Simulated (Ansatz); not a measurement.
# Tunnelling decay and corrugation (ordered overlayer): Nb(100)-p(2x2)-N, hollow site; Rh(111)-(2x2)-Cl, top site; and others

A simple barrier model says that the current falls as exp(−2κz) with κ = 0.512 √φ (Å⁻¹, φ in eV). How well does that hold over real surfaces, and how fast does atomic contrast fade as the tip draws back?

How it was computed: Ansatz 0.2.0, plane waves with PAW datasets (its set soft_2), functional as listed; relaxed slabs, Tersoff-Hamann images of the filled states within the window listed under the Fermi level. κ is fitted to the planar mean between 3 and 5 Å over the top atom; the model's barrier is the work function plus half the window. A setpoint is the mean density at the height named.

The runs side by side:

```tsv
surface	functional	work function (eV)	window (eV)	κ, model (Å⁻¹)	κ, fitted (Å⁻¹)	near setpoint (Å): corrugation (Å)	far setpoint (Å): corrugation (Å)
Nb(100)-p(2x2)-N, hollow site	PBE	3.62	0.40	1.00	1.07	3: 1.008	4.5: 0.746
Ir(111)-c(4x2)-Tl, top site	PBE	4.06	0.30	1.05	1.10	3: 1.945	5: 0.682
Fe(100)-p(2x2)-C, hollow site	PBE-D3(BJ)	4.32	0.50	1.09	1.13	3: 0.079	5: 0.036
Pd(100)-p(2x2)-I, hollow site	PBE	4.46	0.30	1.10	1.22	3: 1.655	5: 0.790
W(100)-(2x1)-Tl, hollow site	LDA	4.64	0.50	1.13	1.22	2.5: 1.304	4: 0.880
Re(0001)-c(4x2)-Sb, fcc site	PBE-D3(BJ)	4.72	0.30	1.13	1.21	3: 1.778	4.5: 0.851
Cu(110)-(1x2)-F, hollow site	PBE	5.15	0.50	1.19	1.29	3: 0.132	4.5: 0.133
Pb(111)-(2x2)-Cl, bridge site	PBE	5.21	0.30	1.19	1.30	3: 1.906	5: 1.386
Pt(110)-(1x3)-Ge, hollow site	LDA	5.29	0.50	1.21	1.32	3: 1.272	4.5: 0.956
Rh(111)-(2x2)-Cl, top site	r2SCAN	6.26	0.40	1.30	1.47	3: 1.001	4.5: 0.529
```

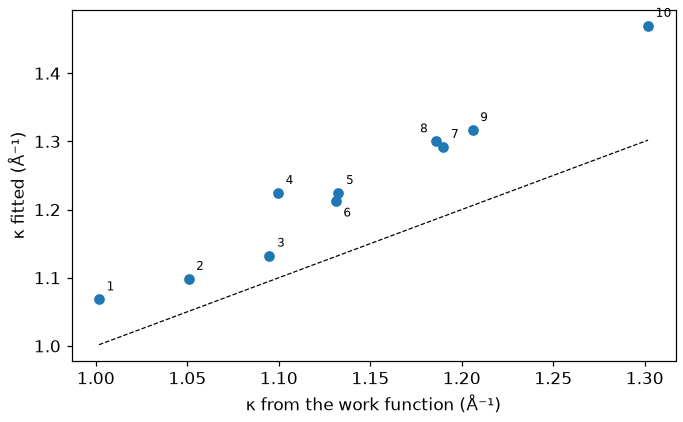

Fitted against model decay constants; points are numbered as the table's rows, and the dashed line marks equality.

**Reading.** The fitted κ is 1.04 to 1.13 times the model's, and larger in 10 of 10. Momentum along the surface adds to κ² and raises it, while a barrier that has not reached its full height this near the surface lowers it. Worked for Nb(100)-p(2x2)-N, hollow site: 0.512 × √(3.62 + 0.20) = 1.00 Å⁻¹; with the fitted 1.07 Å⁻¹ the current falls by exp(2 × 1.07) = 8.5 per Å.

**Limits.** The model has an s-wave tip and no forces between tip and sample. Semilocal potentials reach the vacuum level too fast, without an image tail. The surfaces are built from prototypes and need not be the stable ones; functionals, windows and heights differ between rows (the narrowest window from 0.2 eV on is taken, and runs with charge in the vacuum are left out), and rows with Cr, Mn, Fe, Co, Ni or Gd rest on one magnetic start or none. The table is a selection: not every member that was run is listed.

[Logs are printed without paths, hosts, clocks, repeated set-up lines and the standing remarks that a program may print on its own settings, such as how far it seeks lower states.]
